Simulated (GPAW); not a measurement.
Consider BAs (F-43m).

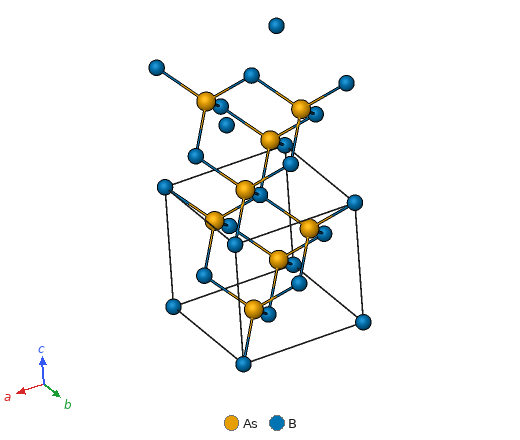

The structure (arsenic orange, boron blue). Bonds to atoms that aren't drawn are left out. 1×1×2 conventional cells are drawn. Some periodic images of atoms are drawn too.

```cif
data_structure
_symmetry_space_group_name_H-M 'P 1'
_symmetry_Int_Tables_number 1
_cell_length_a 3.3778
_cell_length_b 3.3778
_cell_length_c 3.3778
_cell_angle_alpha 60.000
_cell_angle_beta 60.000
_cell_angle_gamma 60.000
_cell_volume 27.25
loop_
_atom_site_label
_atom_site_type_symbol
_atom_site_fract_x
_atom_site_fract_y
_atom_site_fract_z
_atom_site_occupancy
As1 As 0.75000 0.75000 0.75000 1
B2 B 0.00000 0.00000 0.00000 1
```

Absorber: atom 1, with 4 B at 2.07 Å (tetrahedral, site symmetry -43m). Method: GPAW, PBE, full core hole (charged cell), 12-atom cell with 5.9 Å between holes, 5×5×5 k points, dipole transitions, Gaussian full width 2.14 eV up to 4 eV, rising linearly to 3.5 eV at 25 eV.

**Question.** Predict the near-edge structure at the As K edge.

Main maxima up to 27 eV above the zero (height): 3.6 eV (1.70) and 14.4 eV (1.53). A K edge sees empty p states on the absorber. 

The As K spectrum (energy from the lowest empty level; intensity scaled to a mean of 1 over the first 20 eV):

| E (eV) | intensity |
| --- | --- |
| -2.0 | 0.00 |
| -0.5 | 0.11 |
| 1.0 | 0.70 |
| 2.5 | 1.46 |
| 4.0 | 1.66 |
| 5.5 | 1.25 |
| 7.0 | 1.08 |
| 8.5 | 0.85 |
| 10.0 | 0.69 |
| 11.5 | 0.77 |
| 13.0 | 1.17 |
| 14.5 | 1.53 |
| 16.0 | 1.05 |
| 17.5 | 0.53 |
| 19.0 | 0.42 |
| 20.5 | 0.46 |
| 22.0 | 0.55 |
| 23.5 | 0.60 |
| 25.0 | 0.60 |
| 26.5 | 0.60 |
| 28.0 | 0.59 |

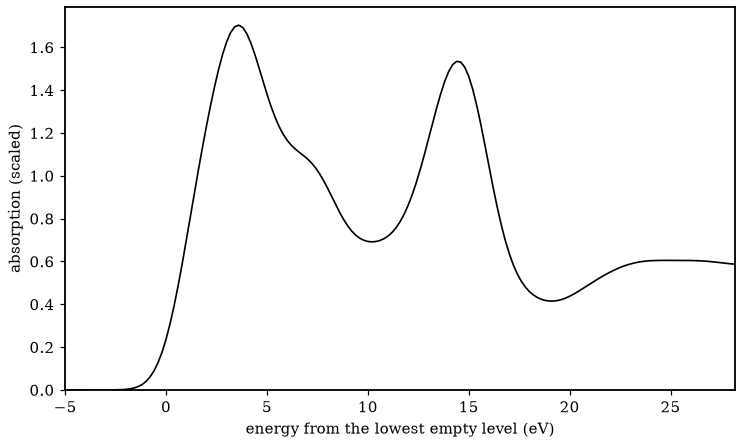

The As K edge.

The script folds with a Gaussian, whereas the core hole's own line is a Lorentzian, so the onset is too steep and the first peak too high. The holes are only 5.9 Å apart, so the shape is probably not converged with cell size; no larger cell was run here. The structure is a published determination, not relaxed.

[Banner, clock and machine lines of the logs are left out without a mark of their own.]

[Logs are printed without paths, hosts, clocks, repeated set-up lines and the standing remarks that a program may print on its own settings, such as how far it seeks lower states.]

[Hosts, paths, dates, database ids (printed as entryN), source tags and the programs' standing remarks are cut or masked in the printed files.]

[Lists of maxima count a maximum above −3 eV only where it reaches 4 % of the highest in the window and stands out from its surroundings by 2 % of it (1.5 % where it reaches 55 %); shoulders and weaker maxima are passed over, and of the rest the first, up to two pre-edge ones and the few strongest are named.]
